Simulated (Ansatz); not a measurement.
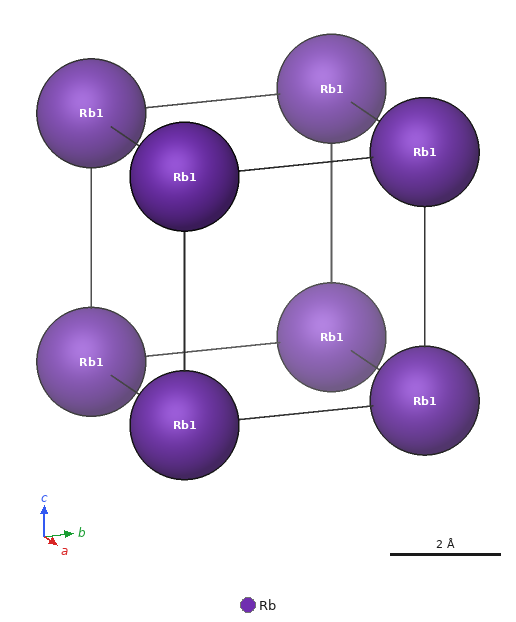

Figure 1. The structure as given in the input (spheres-only view of the cell of the calculation, seen slightly off an axis; atoms are numbered from 1 in the order of the input).

## What a change does: single-point calculation on Rb

System: Rb (Pm-3m, 1 atom in the cell).
Method of run 1: DFT, RPBE, plane waves (420 eV) with PAW, scalar-relativistic, no spin polarisation (Ansatz 0.2.0).

Text and figures count atoms from 1; the logs count them from 0 in places.

## Input file, run 1
```yaml
crystal:
  lattice:
    - [4.716015343, 0.0, 0.0]
    - [0.0, 4.716015343, 0.0]
    - [0.0, 0.0, 4.716015343]
  atoms:
    - { symbol: Rb, position: [0.0, 0.0, 0.0] }
hamiltonian:
  xc: rpbe
  pseudopotentials:
    kind: paw
    azcp:
      Rb: "pseudopotentials/Rb.paw.azcp"
basis:
  ecutwfc: 420
  fft_grid_basis: typed
kpoints:
  mp_grid: { grid: [8, 8, 8], shift: [0, 0, 0] }
magnetization:
  spin_polarized: false
scf:
  occupations: { method: fermi_dirac, width: 0.1 }
  lower_state_search: "off"
output:
  stress: true
```

Hardware: 2 threads of an Arm (aarch64) CPU, shared host.

## Output, shortened to warnings, some set-up lines, iterations and results (run 1)
```
Basis set: ecut = 420 eV, 2103 PW (Γ)
Symmetry: 48 space group operations
k-points: 35 of 512
Initial density: superposition of atomic densities (neutral atoms: chi_scale 0, normalization atom), corrected by the library's trained network
[...]
SCF iter   1: F=—  HF=-3274.050930 eV  |F-HF|=—  |Δ(HF+E_count)|=         —  Δρ=1.12e-3  dr2=1.06e-3  ethr=1.77e-3  ⟨swp⟩=8.2  Hψ=2628  notcnv=0
SCF iter   2: F=—  HF=-3274.051599 eV  |F-HF|=—  |Δ(HF+E_count)|=   6.69e-4  Δρ=7.44e-4  dr2=4.91e-4  ethr=1.17e-5  ⟨swp⟩=2.3  Hψ=729  notcnv=0
SCF iter   3: F=—  HF=-3274.051860 eV  |F-HF|=—  |Δ(HF+E_count)|=   2.61e-4  Δρ=1.56e-4  dr2=1.01e-5  ethr=5.45e-6  ⟨swp⟩=2.8  Hψ=496  notcnv=0
SCF iter   4: F=—  HF=-3274.051866 eV  |F-HF|=—  |Δ(HF+E_count)|=   6.19e-6  Δρ=3.53e-5  dr2=9.88e-7  ethr=1.12e-7  ⟨swp⟩=2.5  Hψ=448  notcnv=0
SCF iter   5: F=—  HF=-3274.051867 eV  |F-HF|=—  |Δ(HF+E_count)|=   6.04e-7  Δρ=1.96e-5  dr2=1.98e-7  ethr=1.10e-8  ⟨swp⟩=2.6  Hψ=492  notcnv=0
SCF iter   6: F=-3274.051867 eV  HF=-3274.051867 eV  |F-HF|=1.32e-9  |Δ(HF+E_count)|=   1.57e-8  Δρ=2.42e-6  dr2=1.79e-9  ethr=1.11e-9  ⟨swp⟩=4.4  Hψ=954  notcnv=0
SCF 1 converged in 6 iterations: F = -3274.051867 eV  dr2 = 1.79e-9
SCF converged after 6 iterations
Free energy (F): -3274.051867 eV
Harris-Foulkes:  -3274.051867 eV  (|F-HF|=1.32e-9)
Internal energy: -3274.023453 eV  (E = F + TS)
E sigma→0 (E₀):  -3274.037660 eV
Entropy (-TS):   -0.028414 eV (-28.414 meV/atom)
Fermi energy:    1.544630 eV
--- Per-component energies (eV) ---
  E_band       = -124.764059
  E_kinetic    = 190.666982
  E_local      = -748.238168  (includes V_loc(G=0)·N_el)
  E_nonlocal   = 172.415639
  E_hartree    = 215.900237
  E_xc         = -129.822527
  E_vxc        = -135.238988  (∫ρ·V_xc dr)
  E_paw        = -2624.017400  (= ΣΔE_a)
  E_vpaw       = -36.169747  (= ΣTr[D̂ρ^β])
  E_aug_tail   = -0.000001  (compensation charges beyond the density's cutoff)
  E_ewald      = -350.862122
  E_core_change = -0.066094  (= ΣΔE_core)
  E_smearing   = -0.028414  (= −TS)
  E_closure    = 0.000000  (closes the sum)
  Σ components = -3274.051867   (vs F -3274.051867, Δ=0.00e0)
--- Stress (GPa, compression-positive) ---
        0.083873       0.000000       0.000000
       -0.000000       0.083873       0.000000
       -0.000000       0.000000       0.083873
  P = ⅓ Tr σ = 0.0839 GPa (0.839 kbar)
```

The input of run 2 differs as follows (lines with − go, lines with + come):
```diff
-    - [4.716015343, 0.0, 0.0]
-    - [0.0, 4.716015343, 0.0]
-    - [0.0, 0.0, 4.716015343]
+    - [4.5811975774, 0.0, 0.0]
+    - [0.0, 4.5811975774, 0.0]
+    - [0.0, 0.0, 4.5811975774]
```

Predict how the results change.

With the same functional and potentials, run 2 lies 10.0 meV per atom higher. The pressure goes from 0.08 to 0.30 GPa. The volume per atom goes from 104.89 to 96.15 Å³. The cell is scaled evenly with the atoms at fixed fractional positions, so −ΔP/Δ ln V estimates the bulk modulus midway between the two volumes: about 2.4 GPa. The number of SCF iterations is the same. The plane waves at Γ go from 2103 to 1863.

## Output, shortened to warnings, some set-up lines, iterations and results (run 2)
```
Basis set: ecut = 420 eV, 1863 PW (Γ)
Symmetry: 48 space group operations
k-points: 35 of 512
Initial density: superposition of atomic densities (neutral atoms: chi_scale 0, normalization atom), corrected by the library's trained network
[...]
SCF iter   1: F=—  HF=-3274.040484 eV  |F-HF|=—  |Δ(HF+E_count)|=         —  Δρ=1.25e-3  dr2=1.26e-3  ethr=1.77e-3  ⟨swp⟩=7.7  Hψ=2602  notcnv=0
SCF iter   2: F=—  HF=-3274.041448 eV  |F-HF|=—  |Δ(HF+E_count)|=   9.64e-4  Δρ=8.33e-4  dr2=5.79e-4  ethr=1.40e-5  ⟨swp⟩=2.3  Hψ=726  notcnv=0
SCF iter   3: F=—  HF=-3274.041869 eV  |F-HF|=—  |Δ(HF+E_count)|=   4.21e-4  Δρ=1.68e-4  dr2=1.09e-5  ethr=6.43e-6  ⟨swp⟩=2.9  Hψ=493  notcnv=0
SCF iter   4: F=—  HF=-3274.041877 eV  |F-HF|=—  |Δ(HF+E_count)|=   7.57e-6  Δρ=2.91e-5  dr2=8.09e-7  ethr=1.22e-7  ⟨swp⟩=2.1  Hψ=414  notcnv=0
SCF iter   5: F=—  HF=-3274.041877 eV  |F-HF|=—  |Δ(HF+E_count)|=   7.38e-7  Δρ=1.67e-5  dr2=1.35e-7  ethr=8.99e-9  ⟨swp⟩=2.7  Hψ=492  notcnv=0
SCF iter   6: F=-3274.041877 eV  HF=-3274.041877 eV  |F-HF|=1.20e-9  |Δ(HF+E_count)|=   7.23e-9  Δρ=2.11e-6  dr2=1.27e-9  ethr=1.11e-9  ⟨swp⟩=4.3  Hψ=951  notcnv=0
SCF 1 converged in 6 iterations: F = -3274.041877 eV  dr2 = 1.27e-9
SCF converged after 6 iterations
Free energy (F): -3274.041877 eV
Harris-Foulkes:  -3274.041877 eV  (|F-HF|=1.20e-9)
Internal energy: -3274.014526 eV  (E = F + TS)
E sigma→0 (E₀):  -3274.028201 eV
Entropy (-TS):   -0.027352 eV (-27.352 meV/atom)
Fermi energy:    1.884407 eV
--- Per-component energies (eV) ---
  E_band       = -121.565919
  E_kinetic    = 190.846403
  E_local      = -730.929032  (includes V_loc(G=0)·N_el)
  E_nonlocal   = 172.476756
  E_hartree    = 208.804758
  E_xc         = -129.932108
  E_vxc        = -135.388782  (∫ρ·V_xc dr)
  E_paw        = -2624.027740  (= ΣΔE_a)
  E_vpaw       = -36.180525  (= ΣTr[D̂ρ^β])
  E_aug_tail   = -0.000001  (compensation charges beyond the density's cutoff)
  E_ewald      = -361.187468
  E_core_change = -0.066094  (= ΣΔE_core)
  E_smearing   = -0.027352  (= −TS)
  E_closure    = 0.000000  (closes the sum)
  Σ components = -3274.041877   (vs F -3274.041877, Δ=0.00e0)
--- Stress (GPa, compression-positive) ---
        0.296223      -0.000000       0.000000
        0.000000       0.296223       0.000000
        0.000000       0.000000       0.296223
  P = ⅓ Tr σ = 0.2962 GPa (2.962 kbar)
```

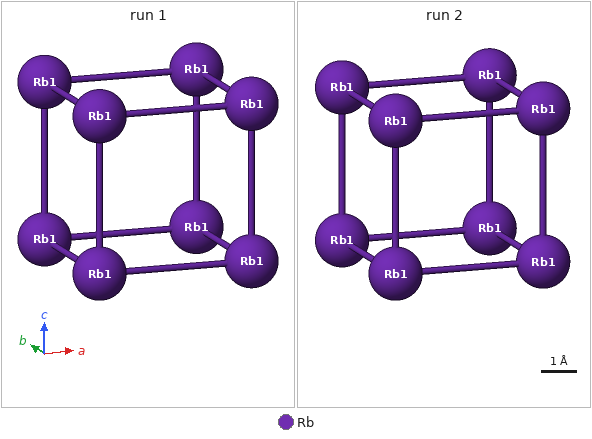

Figure 2. The two input geometries at one scale (ball-and-stick view of the cell of the calculation, seen slightly off an axis). The atoms keep their places relative to the cell (all moves are under 0.005 Å). The drawn cell changes as follows: a = b = c 4.716 → 4.581 Å (−2.9 %); the volume changes by −8.3 %. Among the contacts that change: Rb1–Rb1 4.716 → 4.581 Å.

## The two runs side by side

| quantity | run 1 | run 2 |
| --- | --- | --- |
| outcome | converged | converged |
| free energy per atom (eV) | −3274.0519 | −3274.0419 |
| energy per atom, smearing taken to zero (eV) | −3274.0377 | −3274.0282 |
| pressure (GPa) | 0.08 | 0.30 |
| volume per atom (Å³) | 104.89 | 96.15 |
| SCF iterations | 6 | 6 |
| irreducible k-points | 35 | 35 |
| plane waves at Γ | 2103 | 1863 |
| wall time (shared host) | 0.96 s | 1.5 s |
